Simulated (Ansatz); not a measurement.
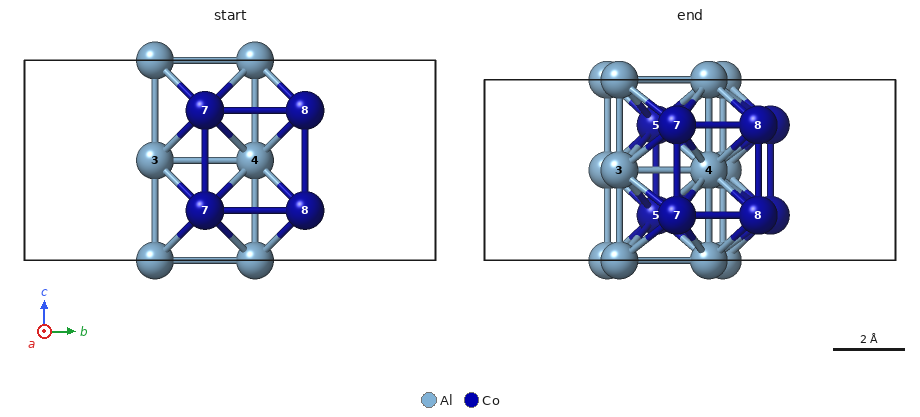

The structure of a wire of composition AlCo before (left) and after (right) a relaxation, at one scale.

Style: ball-and-stick. Shown: the 2 repeat of the cell, with the vacuum cut short, along the a axis.

Case: wire along [0 0 1], 8 atoms a period.

Computed with DFT PBEsol, scalar-relativistic, plane waves, PAW (Ansatz). Settings: plane-wave cutoff 420 eV; k-point mesh 1 × 1 × 19; occupations gaussian; smearing width 0.05 eV; no spin polarisation; cell relaxed at fixed a, b, alpha, beta, gamma; force threshold 0.02 eV/Å; at most 45 steps.

### Summarise the run.

The largest moves relative to the layer's centre, 0.37 Å, are those of Co atoms. Largest moves by element: Co 0.37 Å, Al 0.30 Å. Along the periodic axis the drawn cell goes c 5.645 → 5.101 Å (−9.6 %). Near-neighbour distances that change, for instance: Co–Co 2.823 → 2.325 Å, Al–Al 2.823 → 2.550 Å, Co–Co 2.823 → 2.550 Å, Al–Co 2.444 → 2.323 Å. Among the angles between lasting bonds that change: Co–Co–Co 90.0° → 106.9°, Al–Co–Al 70.5° → 65.6°, Co–Al–Co 70.5° → 66.6°. After 6 accepted moves (7 points after the start) the energy has fallen by 1.550 eV per cell of the calculation. Largest force component: 1.2 eV/Å at the start, 0.0019 eV/Å at the end. The SCF was repeated once at an unchanged geometry on a basis and grid sized afresh for the cell, which shifted the energy by 3.6 meV per cell of the calculation at most.

Limits of the set-up: the k-point mesh is coarse for a cell with partly filled bands.
